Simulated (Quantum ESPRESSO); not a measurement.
# ZnS (F-43m): the LO frequency by hand

Wanted: the LO mode of ZnS (F-43m) from the TO mode and the field response.

Main program and level: Quantum ESPRESSO 7.5; DFT LDA, scalar-relativistic, plane waves, JTH PAW pseudopotentials.

The database entry behind the starting cell differs from later determinations by our own check (about 0.1 % short), so it need not match the best structure at ambient conditions.

## Step 1: Set-up

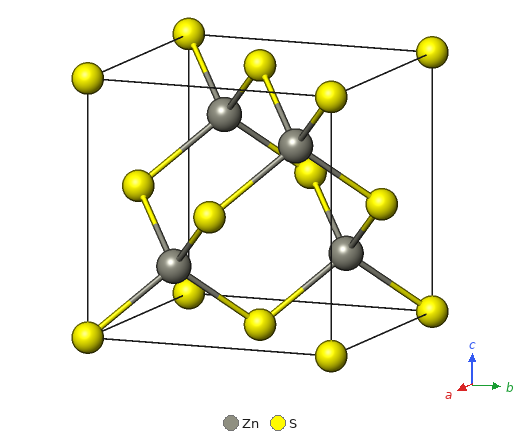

The cell as given, from a free direction (zinc grey, sulfur yellow). This picture shows the conventional cell, with its axes. Bonds to atoms that aren't drawn are left out. Some periodic images of atoms are drawn too.

As a file:

```cif
data_structure
_symmetry_space_group_name_H-M 'F-43m'
_symmetry_Int_Tables_number 216
_cell_length_a 5.2941
_cell_length_b 5.2941
_cell_length_c 5.2941
_cell_angle_alpha 90.000
_cell_angle_beta 90.000
_cell_angle_gamma 90.000
_cell_volume 148.38
loop_
_atom_site_label
_atom_site_type_symbol
_atom_site_symmetry_multiplicity
_atom_site_Wyckoff_symbol
_atom_site_fract_x
_atom_site_fract_y
_atom_site_fract_z
_atom_site_occupancy
Zn1 Zn 4 d 0.25000 0.25000 0.75000 1
S1 S 4 a 0.00000 0.00000 0.00000 1
```

This is the cell after its relaxation at this level of theory, not the database cell from which that began.

## Step 2: What the response run gave

A linear-response run on the relaxed cell, with the response to an electric field; only its zone-centre results are used. Cutoff 60 Ry, k mesh 8×8×8.

The log of the run:

```text
[banners, grids, parts of the stress and lines that vanish by symmetry left out]
Program PHONON v.7.5
     Reading xml data from directory:

[...]
Exchange-correlation= PW
                           (   1   4   0   0   0   0   0)
[...]
kinetic-energy cut-off    =      60.0000  Ry
     charge density cut-off    =     480.0000  Ry
     convergence threshold     =      1.0E-18
[...]
Exchange-correlation= PW
                           (   1   4   0   0   0   0   0)
[...]
q = (   0.0000000   0.0000000   0.0000000 )
     25 Sym.Ops. (with q -> -q+G )
     G cutoff = 1216.9343  (  44399 G-vectors)     FFT grid: ( 50, 50, 50)
     G cutoff =  608.4671  (  15665 G-vectors)  smooth grid: ( 36, 36, 36)
     number of k points=    29
[...]
Mode symmetry, T_d (-43m)  point group:
[...]
Dielectric constant
[...]
End of electric fields calculation
          Dielectric constant in cartesian axis
          (       6.311542586       0.000000000       0.000000000 )
          (       0.000000000       6.311542586       0.000000000 )
          (       0.000000000       0.000000000       6.311542586 )
          Effective charges (d Force / dE) in cartesian axis without acoustic sum rule applied (asr)
           atom    1  Zn    Mean Z*:        1.90635
      Ex  (        1.90635        0.00000        0.00000 )
      Ey  (        0.00000        1.90635       -0.00000 )
      Ez  (        0.00000       -0.00000        1.90635 )
           atom    2  S     Mean Z*:       -1.92915
      Ex  (       -1.92915        0.00000        0.00000 )
      Ey  (        0.00000       -1.92915       -0.00000 )
      Ez  (        0.00000       -0.00000       -1.92915 )
          Effective charges Sum: Mean:       -0.02280
[...]
Effective charges (d Force / dE) in cartesian axis with asr applied:
           atom    1  Zn    Mean Z*:        1.91775
[...]
atom    2  S     Mean Z*:       -1.91775
[...]
Representation #   1 modes #   1   2   3
[...]
End of self-consistent calculation
     Convergence has been achieved
     Representation #   2 modes #   4   5   6
[...]
End of self-consistent calculation
     Convergence has been achieved
[...]
Dielectric constant in cartesian axis
          (       6.311542586       0.000000000       0.000000000 )
          (       0.000000000       6.311542586       0.000000000 )
          (       0.000000000       0.000000000       6.311542586 )
          Effective charges (d Force / dE) in cartesian axis without acoustic sum rule applied (asr)
           atom    1  Zn    Mean Z*:        1.90635
      Ex  (        1.90635        0.00000        0.00000 )
      Ey  (        0.00000        1.90635       -0.00000 )
      Ez  (        0.00000       -0.00000        1.90635 )
           atom    2  S     Mean Z*:       -1.92915
      Ex  (       -1.92915        0.00000        0.00000 )
      Ey  (        0.00000       -1.92915       -0.00000 )
      Ez  (        0.00000       -0.00000       -1.92915 )
          Effective charges Sum: Mean:       -0.02280
[...]
Effective charges (d Force / dE) in cartesian axis with asr applied:
           atom    1  Zn    Mean Z*:        1.91775
[...]
atom    2  S     Mean Z*:       -1.91775
[...]
q = (    0.000000000   0.000000000   0.000000000 )
[...]
freq (    1) =       0.166777 [THz] =       5.563085 [cm-1]
     freq (    2) =       0.166777 [THz] =       5.563085 [cm-1]
     freq (    3) =       0.166777 [THz] =       5.563085 [cm-1]
     freq (    4) =       8.731772 [THz] =     291.260567 [cm-1]
     freq (    5) =       8.731772 [THz] =     291.260567 [cm-1]
     freq (    6) =       8.731772 [THz] =     291.260567 [cm-1]
[...]
Mode symmetry, T_d (-43m)  point group:
     freq (   1-   3) =          5.6  [cm-1]   --> T_2  G_15 P_4   I+R
     freq (   4-   6) =        291.3  [cm-1]   --> T_2  G_15 P_4   I+R

   JOB DONE.
```

| quantity | value |
| --- | --- |
| cell volume Ω (Å³) | 37.096 |
| mass of Zn (u) | 65.380 |
| mass of S (u) | 32.060 |
| Born charge of Zn, raw (e) | 1.906 |
| Born charge of S, raw (e) | -1.929 |
| ε∞ | 6.311 |
| ω(TO) after the sum rule (cm⁻¹) | 291.2 |

## Step 3: The calculation

The charges must sum to zero over the cell; taking off their mean, -0.011 e, leaves Z* = 1.918 e on Zn. In the polar mode Zn moves against S, so the reduced mass is μ = 65.38 × 32.06 / 97.44 = 21.512 u.

A longitudinal wave builds up a field that adds to the restoring force: ω(LO)² = ω(TO)² + 4π Z*² / (μ Ω ε∞), in Hartree atomic units. With μ = 39213 electron masses and Ω = 250.33 bohr³ the second term is 7.4599e-07 Ha², or 35934 cm⁻² (1 Ha = 219474.6 cm⁻¹).

So ω(LO) = √(84815 + 35934) = 347.5 cm⁻¹, and by the Lyddane-Sachs-Teller relation ε₀ = ε∞ (ω(LO)/ω(TO))² = 8.99.

## Step 4: Check against the program

The analysis program adds the same non-analytic term to the full matrix, here for q along (1 0 0).

The log of the run:

```text
[banner, memory and clock lines left out]
Program DYNMAT v.7.5

     Reading Dynamical Matrix from file g.dyn
     ...Force constants read
     ...epsilon and Z* read

     Polarizability (A^3 units)
     multiply by 0.360944 for Clausius-Mossotti correction
        15.679516    0.000000    0.000000
         0.000000   15.679516    0.000000
         0.000000    0.000000   15.679516

     IR activities are in (D/A)^2/amu units

# mode   [cm-1]    [THz]      IR
    1     -0.00   -0.0000    0.0000
    2     -0.00   -0.0000    0.0000
    3      0.00    0.0000    0.0000
    4    291.23    8.7310    3.9444
    5    291.23    8.7310    3.9444
    6    347.49   10.4175    3.9444
```

ε₀ comes from the program's run without a direction of q.

| quantity | by hand | program |
| --- | --- | --- |
| ω(LO) (cm⁻¹) | 347.5 | 347.5 |
| ε₀ | 8.99 | 8.99 |

## Step 5: Results

| Item | Value |
| --- | --- |
| TO mode | 291.2 cm⁻¹ |
| LO mode | 347.5 cm⁻¹ |
| static dielectric constant | 8.985 |

In words: The LO mode of ZnS (F-43m) lies at 347 cm⁻¹, 56 cm⁻¹ above the TO mode; the formula meets the program within 0.1 cm⁻¹, as it must for a cubic crystal with one polar mode. ω(LO)² − ω(TO)² goes with Z*²/ε∞: an error of 5 % in ε∞ would move the LO mode by 2.5 cm⁻¹, and semilocal functionals tend to overestimate ε∞. The raw charges miss their sum by 0.023 e, a sign that the k mesh is short for the field response, so ε∞ may be some per cent too high. These are harmonic values at zero temperature, at the volume of this functional, for the structure held cubic; stability elsewhere in the zone is no part of this calculation.

[Host names and launcher messages were left out of these logs when they were recorded.]

[Logs are printed without paths, hosts, clocks, repeated set-up lines and the standing remarks that a program may print on its own settings, such as how far it seeks lower states.]

[Hosts, paths, dates, database ids (printed as entryN), source tags and the programs' standing remarks are cut or masked in the printed files.]
